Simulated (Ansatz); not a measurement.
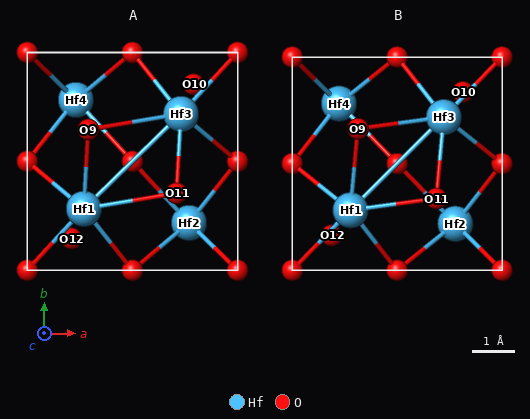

Two geometries of a crystal of HfO$_{2}$ (built on the database structure type), drawn at one scale. One is the start of a relaxation, the other its converged end. Style: ball-and-stick. Shown: the cell of the calculation, along the c axis.

Computed with Ansatz, DFT, PBE, plane waves, PAW. (plane-wave cutoff 420 eV; k-point mesh 6 × 6 × 6; occupations fermi dirac; smearing width 0.02 eV; no spin polarisation; cell and atoms relaxed; force threshold 0.005 eV/Å)

### Which geometry has the lower energy?

Structure A is the relaxed one. The largest moves relative to the cell, 0.15 Å, are those of O atoms. Largest moves by element: O 0.15 Å, Hf 0.04 Å. The volume changes by +4.3 %, with a 5.080 → 5.094 Å (+0.3 %), b 5.165 → 5.276 Å (+2.2 %), c 4.891 → 4.980 Å (+1.8 %). Near-neighbour distances that change, for instance: Hf–O 2.253 → 2.433 Å, Hf–Hf 3.193 → 3.289 Å, Hf–Hf 3.423 → 3.486 Å, Hf–O 2.150 → 2.196 Å. Bond angles that change, for instance: Hf–O–Hf 120.7° → 114.0°, Hf–O–Hf 128.0° → 133.9°, Hf–O–Hf 114.2° → 109.0°. The space group stays P2_12_12 (No. 18). The energy falls by 12.7 meV per atom in 13 accepted moves (19 points after the start). Largest force component: 0.17 eV/Å at the start, 0.0036 eV/Å at the end. Pressure: 9.95 GPa at the start and 0.01 GPa at the end. The line search rejected the trial steps at points 6, 8, 10, 15 of the run. The SCF was repeated twice at an unchanged geometry on a basis and grid sized afresh for the cell, which shifted the energy by 2.8 meV per atom at most.
